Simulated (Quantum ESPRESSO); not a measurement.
Cu: single-point calculation

Cu (P1, 4 atoms in the cell), computed with Kohn-Sham DFT of a periodic cell, PBE, SSSP 1.3 efficiency PBE, no spin polarisation (Quantum ESPRESSO 7.5).

The structure derives from a Materials Project entry.

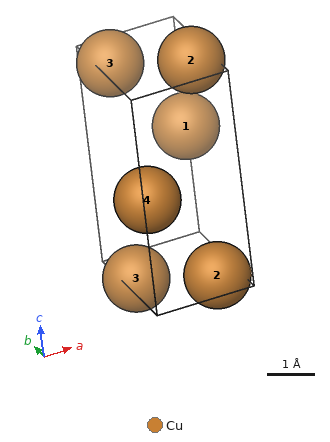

*The structure (spheres-only view of the cell of the calculation, set on other vectors, seen slightly off an axis; atoms are numbered from 1 in the order of the input). An atom can appear more than once, as a periodic image.*

## Input
```
&CONTROL
  calculation = 'scf'
  prefix = 'pwscf'
  outdir = './tmp'
  pseudo_dir = './pseudo'
  tprnfor = .true.
  tstress = .true.
  disk_io = 'low'
/
&SYSTEM
  ibrav = 0
  nat = 4
  ntyp = 1
  ecutwfc = 55
  ecutrho = 440
  nbnd = 31
  occupations = 'smearing'
  smearing = 'fd'
  degauss = 0.00367493
/
&ELECTRONS
  conv_thr = 8d-10
  electron_maxstep = 120
  mixing_beta = 0.5
/
ATOMIC_SPECIES
Cu    63.5460 Cu.paw.z_11.ld1.psl.v1.0.0-low.upf
CELL_PARAMETERS angstrom
   2.4369273800    0.0000000000    0.0000000000
   1.2184636900    3.9763780100   -2.4754955200
   1.2184636900    3.9763780100    2.4754955200
ATOMIC_POSITIONS crystal
Cu     0.2643640700    0.1911357100    0.4467561100
Cu     0.0224825400    0.7619766400    0.9774166700
Cu     0.9107827100    0.2431711500    0.0453009400
Cu     0.8023706800    0.8037165000    0.5305262800
K_POINTS automatic
11 6 6 0 0 0
```

## File pp_density.in
```
&INPUTPP
  prefix = 'pwscf'
  outdir = './tmp'
  filplot = 'density.dat'
  plot_num = 0
/
&PLOT
  nfile = 1
  filepp(1) = 'density.dat'
  iflag = 3
  output_format = 6
  fileout = 'density.cube'
/
```

## File pp_potential.in
```
&INPUTPP
  prefix = 'pwscf'
  outdir = './tmp'
  filplot = 'potential.dat'
  plot_num = 11
/
&PLOT
  nfile = 1
  filepp(1) = 'potential.dat'
  iflag = 3
  output_format = 6
  fileout = 'potential.cube'
/
```

Hardware: 1 thread of Intel Xeon (Sapphire Rapids), 16 GiB of memory available, shared host.

Launched with:
```bash
OMP_NUM_THREADS=1 pw.x -in pw.in > pw.out
OMP_NUM_THREADS=1 pp.x -in pp_density.in > pp_density.out
OMP_NUM_THREADS=1 pp.x -in pp_potential.in > pp_potential.out
```

## What the program printed
```
This program is part of the open-source Quantum ESPRESSO suite
     for quantum simulation of materials; please cite
         "P. Giannozzi et al., J. Phys.:Condens. Matter 21 395502 (2009);
         "P. Giannozzi et al., J. Phys.:Condens. Matter 29 465901 (2017);
         "P. Giannozzi et al., J. Chem. Phys. 152 154105 (2020);
          URL
     in publications or presentations arising from this work. More details at

     file Cu.paw.z_11.ld1.psl.v1.0.0-low.upf: wavefunction(s)  4S 3D renormalized

     G-vector sticks info
     --------------------
     sticks:   dense  smooth     PW     G-vecs:    dense   smooth      PW
     Sum        1433     715    225                50511    17843    3089

     Using Slab Decomposition

     bravais-lattice index     =            0
     lattice parameter (alat)  =       4.6051  a.u.
     unit-cell volume          =     323.7569 (a.u.)^3
     number of atoms/cell      =            4
     number of atomic types    =            1
     number of electrons       =        44.00
     number of Kohn-Sham states=           31
     kinetic-energy cutoff     =      55.0000  Ry
     charge density cutoff     =     440.0000  Ry
     scf convergence threshold =      8.0E-10
     mixing beta               =       0.5000
     number of iterations used =            8  plain     mixing
     Exchange-correlation= SLA  PW   PBX  PBC
                           (   1   4   3   4   0   0   0)

     celldm(1)=   4.605125  celldm(2)=   0.000000  celldm(3)=   0.000000
     celldm(4)=   0.000000  celldm(5)=   0.000000  celldm(6)=   0.000000

     crystal axes: (cart. coord. in units of alat)
               a(1) = (   1.000000   0.000000   0.000000 )
               a(2) = (   0.500000   1.631718  -1.015827 )
               a(3) = (   0.500000   1.631718   1.015827 )

     reciprocal axes: (cart. coord. in units 2 pi/alat)
               b(1) = (  1.000000 -0.306426  0.000000 )
               b(2) = (  0.000000  0.306426 -0.492210 )
               b(3) = ( -0.000000  0.306426  0.492210 )

     PseudoPot. # 1 for Cu read from file:
     Cu.paw.z_11.ld1.psl.v1.0.0-low.upf
     Pseudo is Projector augmented-wave + core cor, Zval = 11.0
     Generated using &quot;atomic&quot; code by A. Dal Corso  v.6.3MaX
     Shape of augmentation charge: PSQ
     Using radial grid of 1199 points,  6 beta functions with:
                l(1) =   0
                l(2) =   0
                l(3) =   1
                l(4) =   1
                l(5) =   2
                l(6) =   2
     Q(r) pseudized with 0 coefficients

     atomic species   valence    mass     pseudopotential
     Cu               11.00    63.54600     Cu( 1.00)

     No symmetry found

   Cartesian axes

     site n.     atom                  positions (alat units)
         1        Cu     tau(   1) = (   0.5833100   1.0408595   0.2596660  )
         2        Cu     tau(   2) = (   0.8921792   2.8381992   0.2188497  )
         3        Cu     tau(   3) = (   1.0550188   0.4707051  -0.2010018  )
         4        Cu     tau(   4) = (   1.4694921   2.1771078  -0.2775139  )

     number of k points=   380  Fermi-Dirac smearing, width (Ry)=  0.0037

     Number of k-points >= 100: set verbosity='high' to print them.

     Dense  grid:    50511 G-vectors     FFT dimensions: (  32,  64,  64)

     Smooth grid:    17843 G-vectors     FFT dimensions: (  24,  45,  45)

     Initial potential from superposition of free atoms

     starting charge      43.9991, renormalised to      44.0000
     Starting wfcs are   36 randomized atomic wfcs

     Self-consistent Calculation

     iteration #  1     ecut=    55.00 Ry     beta= 0.50
     Davidson diagonalization with overlap
     ethr =  1.00E-02,  avg # of iterations =  4.6

     Threshold (ethr) on eigenvalues was too large:
     Diagonalizing with lowered threshold

     Davidson diagonalization with overlap
     ethr =  4.18E-04,  avg # of iterations =  1.5

     total energy              =    -852.07763545 Ry
     estimated scf accuracy    <       0.20256395 Ry

     iteration #  2     ecut=    55.00 Ry     beta= 0.50
     Davidson diagonalization with overlap
     ethr =  4.60E-04,  avg # of iterations =  2.0

     total energy              =    -852.11350433 Ry
     estimated scf accuracy    <       0.18055137 Ry

     iteration #  3     ecut=    55.00 Ry     beta= 0.50
     Davidson diagonalization with overlap
     ethr =  4.10E-04,  avg # of iterations =  2.0

     total energy              =    -852.14420359 Ry
     estimated scf accuracy    <       0.03271350 Ry

     iteration #  4     ecut=    55.00 Ry     beta= 0.50
     Davidson diagonalization with overlap
     ethr =  7.43E-05,  avg # of iterations =  2.7

     total energy              =    -852.14998133 Ry
     estimated scf accuracy    <       0.01111468 Ry

     iteration #  5     ecut=    55.00 Ry     beta= 0.50
     Davidson diagonalization with overlap
     ethr =  2.53E-05,  avg # of iterations =  2.8

     total energy              =    -852.15134851 Ry
     estimated scf accuracy    <       0.00024168 Ry

     iteration #  6     ecut=    55.00 Ry     beta= 0.50
     Davidson diagonalization with overlap
     c_bands:  1 eigenvalues not converged
     c_bands:  1 eigenvalues not converged
     c_bands:  1 eigenvalues not converged
     ethr =  5.49E-07,  avg # of iterations =  6.0

     total energy              =    -852.15133096 Ry
     estimated scf accuracy    <       0.00054892 Ry

     iteration #  7     ecut=    55.00 Ry     beta= 0.50
     Davidson diagonalization with overlap
     c_bands:  1 eigenvalues not converged
     ethr =  5.49E-07,  avg # of iterations =  2.1

     total energy              =    -852.15140322 Ry
     estimated scf accuracy    <       0.00003557 Ry

     iteration #  8     ecut=    55.00 Ry     beta= 0.50
     Davidson diagonalization with overlap
     ethr =  8.08E-08,  avg # of iterations =  1.0

     total energy              =    -852.15140675 Ry
     estimated scf accuracy    <       0.00000203 Ry

     iteration #  9     ecut=    55.00 Ry     beta= 0.50
     Davidson diagonalization with overlap
     ethr =  4.62E-09,  avg # of iterations =  2.1

     total energy              =    -852.15140714 Ry
     estimated scf accuracy    <       0.00000055 Ry

     iteration # 10     ecut=    55.00 Ry     beta= 0.50
     Davidson diagonalization with overlap
     ethr =  1.26E-09,  avg # of iterations =  1.7

     total energy              =    -852.15140723 Ry
     estimated scf accuracy    <       0.00000006 Ry

     iteration # 11     ecut=    55.00 Ry     beta= 0.50
     Davidson diagonalization with overlap
     ethr =  1.38E-10,  avg # of iterations =  2.4

     total energy              =    -852.15140725 Ry
     estimated scf accuracy    <          4.2E-09 Ry

     iteration # 12     ecut=    55.00 Ry     beta= 0.50
     Davidson diagonalization with overlap
     ethr =  9.45E-12,  avg # of iterations =  3.7

     End of self-consistent calculation

     Number of k-points >= 100: set verbosity='high' to print the bands.

     the Fermi energy is    12.4695 ev

!    total energy              =    -852.15140725 Ry
     total all-electron energy =    -13239.670472 Ry
     estimated scf accuracy    <          8.9E-11 Ry
     smearing contrib. (-TS)   =      -0.00083441 Ry
     internal energy E=F+TS    =    -852.15057283 Ry

     The total energy is F=E-TS. E is the sum of the following terms:
     one-electron contribution =    -150.31202074 Ry
     hartree contribution      =     141.03308118 Ry
     xc contribution           =    -178.83619377 Ry
     ewald contribution        =    -304.60871997 Ry
     one-center paw contrib.   =    -359.42671953 Ry

     convergence has been achieved in  12 iterations

     Forces acting on atoms (cartesian axes, Ry/au):

     atom    1 type  1   force =    -0.10325901    0.32505877   -0.11575146
     atom    2 type  1   force =     0.01087092    0.04894587    0.04866808
     atom    3 type  1   force =     0.01768473   -0.12169044   -0.13550396
     atom    4 type  1   force =     0.07470337   -0.25231420    0.20258735

     Total force =     0.527611     Total SCF correction =     0.000021

     Computing stress (Cartesian axis) and pressure

          total   stress  (Ry/bohr**3)                   (kbar)     P=      360.06
   0.00241834  -0.00051253   0.00048535          355.75      -75.40       71.40
  -0.00051253   0.00240606  -0.00038137          -75.40      353.94      -56.10
   0.00048535  -0.00038137   0.00251856           71.40      -56.10      370.49

=------------------------------------------------------------------------------=
   JOB DONE.
=------------------------------------------------------------------------------=
```

## File pp_density.out
```
This program is part of the open-source Quantum ESPRESSO suite
     for quantum simulation of materials; please cite
         "P. Giannozzi et al., J. Phys.:Condens. Matter 21 395502 (2009);
         "P. Giannozzi et al., J. Phys.:Condens. Matter 29 465901 (2017);
         "P. Giannozzi et al., J. Chem. Phys. 152 154105 (2020);
          URL
     in publications or presentations arising from this work. More details at

     ./tmp/pwscf.save/
     file Cu.paw.z_11.ld1.psl.v1.0.0-low.upf: wavefunction(s)  4S 3D renormalized

     IMPORTANT: XC functional enforced from input :
     Exchange-correlation= PBE
                           (   1   4   3   4   0   0   0)
     Any further DFT definition will be discarded
     Please, verify this is what you really want

     G-vector sticks info
     --------------------
     sticks:   dense  smooth     PW     G-vecs:    dense   smooth      PW
     Sum        1433     715    225                50511    17843    3089

     Using Slab Decomposition

     Calling punch_plot, plot_num =   0
     Writing data to file  density.dat
     Reading data from file  density.dat

     Writing data to be plotted to file density.cube
     Plot Type: 3D                     Output format: Gaussian cube

=------------------------------------------------------------------------------=
   JOB DONE.
=------------------------------------------------------------------------------=
```

## File pp_potential.out
```
This program is part of the open-source Quantum ESPRESSO suite
     for quantum simulation of materials; please cite
         "P. Giannozzi et al., J. Phys.:Condens. Matter 21 395502 (2009);
         "P. Giannozzi et al., J. Phys.:Condens. Matter 29 465901 (2017);
         "P. Giannozzi et al., J. Chem. Phys. 152 154105 (2020);
          URL
     in publications or presentations arising from this work. More details at

     ./tmp/pwscf.save/
     file Cu.paw.z_11.ld1.psl.v1.0.0-low.upf: wavefunction(s)  4S 3D renormalized

     IMPORTANT: XC functional enforced from input :
     Exchange-correlation= PBE
                           (   1   4   3   4   0   0   0)
     Any further DFT definition will be discarded
     Please, verify this is what you really want

     G-vector sticks info
     --------------------
     sticks:   dense  smooth     PW     G-vecs:    dense   smooth      PW
     Sum        1433     715    225                50511    17843    3089

     Using Slab Decomposition

     Calling punch_plot, plot_num =  11
     Writing data to file  potential.dat
     Reading data from file  potential.dat

     Writing data to be plotted to file potential.cube
     Plot Type: 3D                     Output format: Gaussian cube

=------------------------------------------------------------------------------=
   JOB DONE.
=------------------------------------------------------------------------------=
```

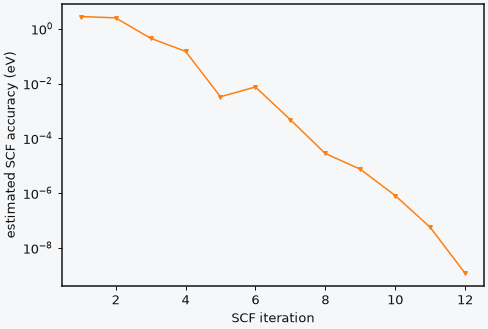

*Convergence of the self-consistent field: estimated SCF accuracy against the iteration.*

The field takes 12 iterations in all.

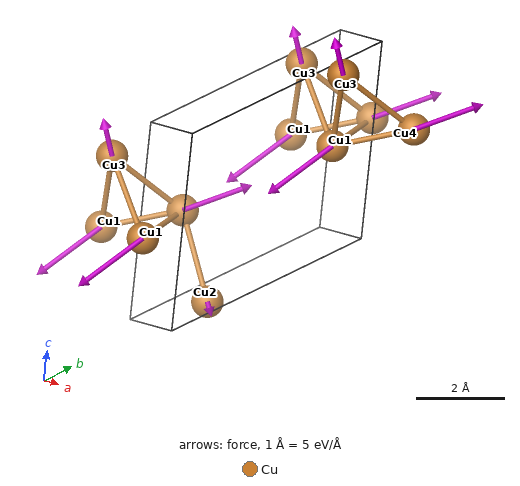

*Forces on the atoms as pink arrows (ball-and-stick view of the cell of the calculation, set on other vectors, seen slightly off an axis; bonded neighbours outside the cell are drawn too; atoms are numbered from 1 in the order of the input).*

The largest act on Cu1 (9.26 eV/Å); Cu4 (8.54 eV/Å); Cu3 (4.70 eV/Å). The geometry is not a stationary point of this energy.

## Results in brief

```csv
quantity,value
outcome,converged
space group (tolerance 0.01 Å),P1 (1)
electrons treated,44
free energy,−11594.1105 eV
gap on the k-point mesh,none (metallic)
pressure,36.01 GPa
largest force (length of the vector),9.260 eV/Å
wall time,6.8 min
peak memory,0.61 GiB
```

## Remarks

The cell is under a pressure of 36 GPa at this level, so it is not at its equilibrium volume.
